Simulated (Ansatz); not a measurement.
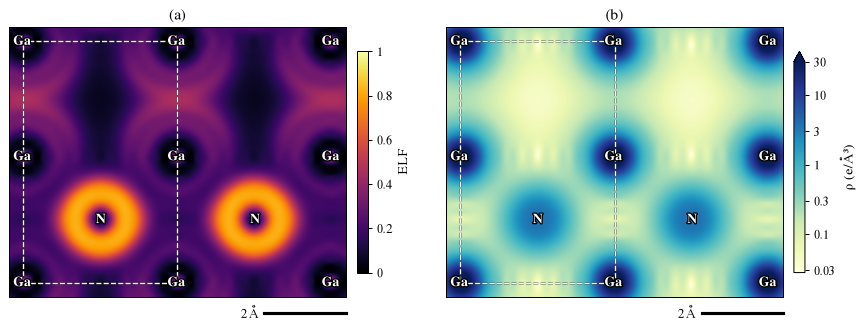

Figure. Ga$_{4}$N. (a) ELF; (b) valence pseudo-density on the (100) plane of the conventional cell.

Space group P4/mmm; a structure generated by program, which may or may not match a known phase; computed without spin polarisation.

These are results of Ansatz 0.2.0, DFT PBE, scalar-relativistic, plane waves, PAW, not measurements.

Core electrons are frozen (PAW), and the valence fields are smoothed inside the atomic spheres.

```yaml
crystal:
  lattice:
    - [3.78304, 0.00000, 0.00000]
    - [0.00000, 3.78304, 0.00000]
    - [0.00000, 0.00000, 5.91852]
  atoms:
    - { symbol: Ga, position: [0.50000, 0.00000, 0.26109] }
    - { symbol: Ga, position: [0.00000, 0.50000, 0.73891] }
    - { symbol: Ga, position: [0.50000, 0.00000, 0.73891] }
    - { symbol: Ga, position: [0.00000, 0.50000, 0.26109] }
    - { symbol: N, position: [0.00000, 0.00000, 0.00000] }
```

Q: Read the bonding off the picture.

A: Atoms in the plane: Ga and N.
Ga–N (2.44 Å): the density is about 0.28 e/Å³ at the midpoint; the ELF peaks at about 0.80 in the valence shell of N, 0.6 Å from its nucleus, and drops to about 0.20 between the two atoms: no shared electron pair shows on this line.
Between the atoms the lowest density in this plane is 0.03 e/Å³.

Q: Does the calculation make it a metal, or give it a gap?

A: It is gapless in this calculation (a metal or semimetal).
